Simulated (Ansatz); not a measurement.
## What a change does: single-point calculation on Ta2N

System: Ta2N (P-3m1, 3 atoms in the cell).
Method of run A: DFT r2SCAN, scalar-relativistic, plane waves, PAW, spin-polarised (Ansatz 0.2.0).

The structure derives from a Materials Project entry. Text and figures count atoms from 1; the logs count them from 0 in places.

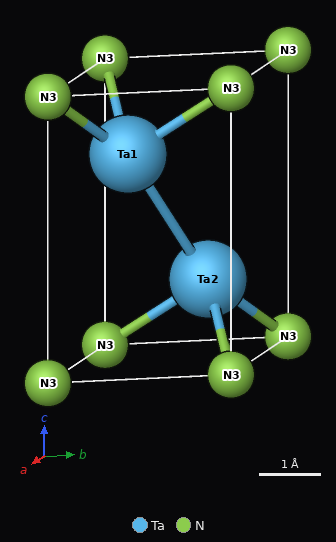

The input geometry (ball-and-stick view of the cell of the calculation, seen slightly off an axis; atoms are numbered from 1 in the order of the input).

**Input, run A**
```yaml
crystal:
  lattice:
    - [3.112861506, 0.0, 0.0]
    - [-1.556430753, 2.6958171426, 0.0]
    - [0.0, 0.0, 4.869841]
  atoms:
    - { symbol: Ta, position: [0.66666667, 0.33333333, 0.745289], spin: 1.0 }
    - { symbol: Ta, position: [0.33333333, 0.66666667, 0.254711], spin: 1.0 }
    - { symbol: "N", position: [0.0, 0.0, 0.0] }
basis:
  ecutwfc: 500
kpoints:
  mp_grid: { grid: [6, 6, 4] }
hamiltonian:
  xc: r2scan
scf:
  occupations: { method: gaussian, width: 0.1 }
  lower_state_search: "off"
output:
  forces: true
  stress: true
  eigenvalues: true
  populations: true
magnetization:
  spin_polarized: true
```

Command:
```bash
ansatz run input.yaml --threads 1 --pin off --max-ram 2560MiB --backend cpu --events-out ev --progress --plain --runs-dir out
```

Hardware: 1 thread of Intel Xeon (Granite Rapids), 192 GiB of memory available, shared host.

**Output, shortened to warnings, some set-up lines, iterations and results (run A)**
```
WARN: the starting moments were not kept: the SCF closed with an absolute magnetisation of 2.0e-5 μB, where they sum to 2 μB in size (2 sites). That is at most 0.1 of that sum. Measured as dr2_m measures the in/out step, that magnetisation stands 4.2e-11 eV from none, at or under the dr2_threshold of 1.0e-7 eV: it is no larger than a step whose dr2_m would equal this threshold. The system may …
Basis set: ecut = 500 eV, 1085 PW (Γ), exchange–correlation on 96×96×144 points (64 copies of the dense FFT grid, shifted against one another)
Symmetry: 12 space group operations
k-points: 24 of 144
Initial density: superposition of atomic densities (chi_scale 0.1, normalization cell, long waves kept (reshape's long-wave potential 0.06 eV rms))
[...]
SCF iter   1: F=-20274.361686 eV  HF=-20276.228936 eV  |F-HF|=1.87e0  |Δ(HF+E_count)|=         —  Δρ=4.97e-2 (↑4.97e-2 ↓4.56e-2)  dr2=3.19e0  dr2_τ=6.66e-2  dr2_m=5.61e-1  …
SCF iter   2: F=-20275.163842 eV  HF=-20276.219447 eV  |F-HF|=1.06e0  |Δ(HF+E_count)|=   9.49e-3  Δρ=3.69e-2 (↑3.69e-2 ↓3.35e-2)  dr2=1.92e0  dr2_τ=9.45e-3  dr2_m=2.97e-1  …
SCF iter   3: F=-20276.050622 eV  HF=-20276.070312 eV  |F-HF|=1.97e-2  |Δ(HF+E_count)|=   1.49e-1  Δρ=2.24e-2 (↑2.24e-2 ↓2.16e-2)  dr2=2.19e-1  dr2_τ=5.94e-3  dr2_m=1.60e-1  …
SCF iter   4: F=-20276.144926 eV  HF=-20276.090187 eV  |F-HF|=5.47e-2  |Δ(HF+E_count)|=   1.99e-2  Δρ=1.66e-2 (↑1.58e-2 ↓1.66e-2)  dr2=2.12e-2  dr2_τ=1.95e-3  dr2_m=8.93e-2  …
SCF iter   5: F=-20276.150401 eV  HF=-20276.121009 eV  |F-HF|=2.94e-2  |Δ(HF+E_count)|=   3.08e-2  Δρ=1.16e-2 (↑1.15e-2 ↓1.16e-2)  dr2=6.94e-3  dr2_τ=8.34e-4  dr2_m=4.93e-2  …
[... 8 lines ...]
SCF iter  14: F=-20276.161323 eV  HF=-20276.161322 eV  |F-HF|=7.78e-7  |Δ(HF+E_count)|=   7.01e-7  Δρ=6.51e-6 (↑6.51e-6 ↓5.27e-6)  dr2=9.92e-9  dr2_τ=6.69e-10  dr2_m=1.08e-8  …
SCF iter  15: F=-20276.161323 eV  HF=-20276.161323 eV  |F-HF|=2.66e-7  |Δ(HF+E_count)|=   5.68e-7  Δρ=4.79e-6 (↑4.79e-6 ↓4.18e-6)  dr2=3.85e-9  dr2_τ=3.83e-10  dr2_m=6.61e-9  …
SCF iter  16: F=-20276.161323 eV  HF=-20276.161323 eV  |F-HF|=1.03e-8  |Δ(HF+E_count)|=   2.85e-7  Δρ=1.00e-6 (↑1.00e-6 ↓9.02e-7)  dr2=1.72e-10  dr2_τ=1.49e-11  …
SCF iter  17: F=-20276.161323 eV  HF=-20276.161323 eV  |F-HF|=4.71e-9  |Δ(HF+E_count)|=   6.52e-9  Δρ=3.26e-7 (↑3.26e-7 ↓3.05e-7)  dr2=5.21e-11  dr2_τ=1.45e-12  …
SCF 1 converged in 17 iterations: F = -20276.161323 eV  dr2 = 5.21e-11
this state was not tested for a lower state beside it, because the mixer in use, unlike msr1, does not test its closes by its own steps (another_mixer; see scf.mixing.algorithm and scf.lower_state_search)
SCF converged after 17 iterations
Magnetization: 0.0000 μB (15.5000 up, 15.5000 down)
Absolute magnetization: 0.0000 μB (∫|ρ↑−ρ↓|, with the PAW one-centre terms)
Spin contamination: 0.0000 ħ² per cell (⟨S²⟩ above its minimum at these occupations)
Per-site moments (μB) at R_I (Å): [(2.599243316739856e-6, 0.9007781886800433), (2.599243316742726e-6, 0.9007781886800433), (-3.905317575813988e-6, 0.9007781886800433)]
Free energy (F): -20276.161323 eV
Harris-Foulkes:  -20276.161323 eV  (|F-HF|=4.71e-9)
Internal energy: -20276.154721 eV  (E = F + TS)
E sigma→0 (E₀):  -20276.158022 eV
Entropy (-TS):   -0.006603 eV (-2.201 meV/atom)
Fermi energy:    19.690808 eV
--- Per-component energies (eV) ---
  E_band       = -209.688730
  E_kinetic    = 866.210104
  E_local      = -1250.270157  (includes V_loc(G=0)·N_el)
  E_nonlocal   = 73.226506
  E_hartree    = 432.085785
  E_xc         = -469.430022
  E_vxc        = -529.468475  (∫ρ·V_xc dr)
  E_paw        = -16974.740497  (= ΣΔE_a)
  E_vpaw       = -260.536174  (= ΣTr[D̂ρ^β])
  E_aug_tail   = 0.000168  (compensation charges beyond the density's cutoff)
  E_vtau       = 26.977781  (kinetic-family band-sum trace: ∫τ·v_τ [+ j·A + Jᵃ·Aᵃ] dr)
  E_ewald      = -2951.694484
  E_core_change = -1.542125  (= ΣΔE_core)
  E_smearing   = -0.006603  (= −TS)
  E_closure    = 0.000000  (closes the sum)
  Σ components = -20276.161323   (vs F -20276.161323, Δ=0.00e0)
--- Forces (eV/Å), atoms counted from 1 ---
  atom   1  Ta     0.00000000    -0.00000000     0.19294027
  atom   2  Ta     0.00000000     0.00000000    -0.19294027
  atom   3  N      0.00000000     0.00000000     0.00000000
  max |Σ_I F_I| component: 3.70e-17 eV/Å
--- Stress (GPa, compression-positive) ---
       -5.972956      -0.000000       0.000000
       -0.000000      -5.972956      -0.000000
        0.000000      -0.000000      -3.685303
  P = ⅓ Tr σ = -5.2104 GPa (-52.104 kbar)
--- Löwdin populations: 3 sites ---
  site symbol       q [e]    m [muB]
     0     Ta     12.5329     0.0000
     1     Ta     12.5329     0.0000
     2      N      5.7127    -0.0000
  spilling = 0.007147 (of n_electrons = 31.000000)
```

The input of run B differs as follows (lines with − go, lines with + come):
```diff
-    - { symbol: Ta, position: [0.66666667, 0.33333333, 0.745289], spin: 1.0 }
-    - { symbol: Ta, position: [0.33333333, 0.66666667, 0.254711], spin: 1.0 }
+    - { symbol: Ta, position: [0.66666667, 0.33333333, 0.745289] }
+    - { symbol: Ta, position: [0.33333333, 0.66666667, 0.254711] }
-  populations: true
-magnetization:
-  spin_polarized: true
```

Predict how the results change.

The energy is the same within 0.01 meV per atom. The SCF takes 8 iterations against 17. The two runs start from different initial densities, which also moves the count.

**Output, shortened to warnings, some set-up lines, iterations and results (run B)**
```
Basis set: ecut = 500 eV, 1085 PW (Γ), exchange–correlation on 96×96×144 points (64 copies of the dense FFT grid, shifted against one another)
Symmetry: 12 space group operations
k-points: 24 of 144
Initial density: superposition of atomic densities (neutral atoms: chi_scale 0, normalization atom), corrected by the library's trained network
[...]
SCF iter   1: F=-20276.155522 eV  HF=-20276.089130 eV  |F-HF|=6.64e-2  |Δ(HF+E_count)|=         —  Δρ=8.08e-3  dr2=1.54e-2  dr2_τ=1.41e-1  ethr=1.77e-3  ⟨swp⟩=5.7  Hψ=2362  …
SCF iter   2: F=-20276.160638 eV  HF=-20276.159882 eV  |F-HF|=7.56e-4  |Δ(HF+E_count)|=   7.08e-2  Δρ=4.61e-3  dr2=4.25e-3  dr2_τ=4.20e-4  ethr=4.97e-5  ⟨swp⟩=2.3  Hψ=1098  …
SCF iter   3: F=-20276.159546 eV  HF=-20276.162016 eV  |F-HF|=2.47e-3  |Δ(HF+E_count)|=   2.13e-3  Δρ=1.46e-3  dr2=2.87e-3  dr2_τ=1.14e-4  ethr=1.37e-5  ⟨swp⟩=2.0  Hψ=888  …
SCF iter   4: F=-20276.160998 eV  HF=-20276.161413 eV  |F-HF|=4.15e-4  |Δ(HF+E_count)|=   6.03e-4  Δρ=1.04e-3  dr2=5.07e-4  dr2_τ=4.44e-5  ethr=9.25e-6  ⟨swp⟩=2.0  Hψ=798  …
SCF iter   5: F=-20276.161304 eV  HF=-20276.161322 eV  |F-HF|=1.80e-5  |Δ(HF+E_count)|=   9.04e-5  Δρ=3.40e-4  dr2=4.05e-5  dr2_τ=1.33e-5  ethr=1.64e-6  ⟨swp⟩=2.0  Hψ=726  …
SCF iter   6: F=-20276.161320 eV  HF=-20276.161322 eV  |F-HF|=2.11e-6  |Δ(HF+E_count)|=   6.00e-7  Δρ=1.44e-4  dr2=6.85e-6  dr2_τ=2.71e-7  ethr=1.31e-7  ⟨swp⟩=2.0  Hψ=566  …
SCF iter   7: F=-20276.161323 eV  HF=-20276.161323 eV  |F-HF|=5.84e-8  |Δ(HF+E_count)|=   1.42e-6  Δρ=2.18e-5  dr2=1.06e-7  dr2_τ=5.90e-9  ethr=2.21e-8  ⟨swp⟩=2.0  Hψ=643  …
SCF iter   8: F=-20276.161323 eV  HF=-20276.161323 eV  |F-HF|=1.54e-9  |Δ(HF+E_count)|=   1.14e-7  Δρ=2.43e-6  dr2=1.15e-9  dr2_τ=1.94e-10  ethr=3.23e-10  ⟨swp⟩=7.2  Hψ=2045  …
SCF 1 converged in 8 iterations: F = -20276.161323 eV  dr2 = 1.15e-9
SCF converged after 8 iterations
Free energy (F): -20276.161323 eV
Harris-Foulkes:  -20276.161323 eV  (|F-HF|=1.54e-9)
Internal energy: -20276.154721 eV  (E = F + TS)
E sigma→0 (E₀):  -20276.158022 eV
Entropy (-TS):   -0.006603 eV (-2.201 meV/atom)
Fermi energy:    19.690813 eV
--- Per-component energies (eV) ---
  E_band       = -209.688545
  E_kinetic    = 866.209965
  E_local      = -1250.269826  (includes V_loc(G=0)·N_el)
  E_nonlocal   = 73.226450
  E_hartree    = 432.085595
  E_xc         = -469.429997
  E_vxc        = -529.468444  (∫ρ·V_xc dr)
  E_paw        = -16974.740467  (= ΣΔE_a)
  E_vpaw       = -260.536145  (= ΣTr[D̂ρ^β])
  E_aug_tail   = 0.000168  (compensation charges beyond the density's cutoff)
  E_vtau       = 26.977780  (kinetic-family band-sum trace: ∫τ·v_τ [+ j·A + Jᵃ·Aᵃ] dr)
  E_ewald      = -2951.694484
  E_core_change = -1.542125  (= ΣΔE_core)
  E_smearing   = -0.006603  (= −TS)
  E_closure    = -0.000000  (closes the sum)
  Σ components = -20276.161323   (vs F -20276.161323, Δ=0.00e0)
--- Forces (eV/Å), atoms counted from 1 ---
  atom   1  Ta     0.00000000    -0.00000000     0.19294601
  atom   2  Ta     0.00000000     0.00000000    -0.19294601
  atom   3  N      0.00000000     0.00000000     0.00000000
  max |Σ_I F_I| component: 0.00e0 eV/Å
--- Stress (GPa, compression-positive) ---
       -5.972891       0.000000       0.000000
        0.000000      -5.972891      -0.000000
        0.000000      -0.000000      -3.685381
  P = ⅓ Tr σ = -5.2104 GPa (-52.104 kbar)
```

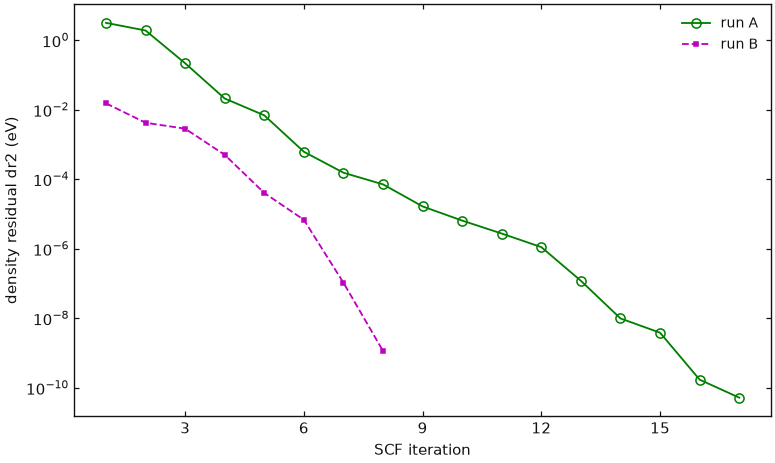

Convergence of the two runs: density residual dr2 against the SCF iteration. Run A takes 17 iterations in all, and run B takes 8.

**The two runs side by side**

| quantity | run A | run B |
| --- | --- | --- |
| outcome | converged | converged |
| free energy per atom (eV) | −6758.7204 | −6758.7204 |
| energy per atom, smearing taken to zero (eV) | −6758.7193 | −6758.7193 |
| gap on the mesh (eV) | 0.00 | 0.00 |
| net moment of the cell (μB) | 0.00 | – |
| absolute moment of the cell (μB) | 0.00 | – |
| pressure (GPa) | −5.21 | −5.21 |
| largest force (eV/Å) | 0.193 | 0.193 |
| SCF iterations | 17 | 8 |
| irreducible k-points | 24 | 24 |
| plane waves at Γ | 1085 | 1085 |
| wall time (shared host) | 6.5 s | 1.9 s |

For both runs: Spin–orbit coupling is left out, which matters for Ta. The cell is under a tension of 5.2 GPa at this level, so it is not at its equilibrium volume. For run A: The electronic state found may not be the lowest one. Warnings: some starting moments were not kept; the state was not tested for a lower one. For run B: The cell holds an odd number of electrons but the run has no spin polarisation, so it comes out as a metal.
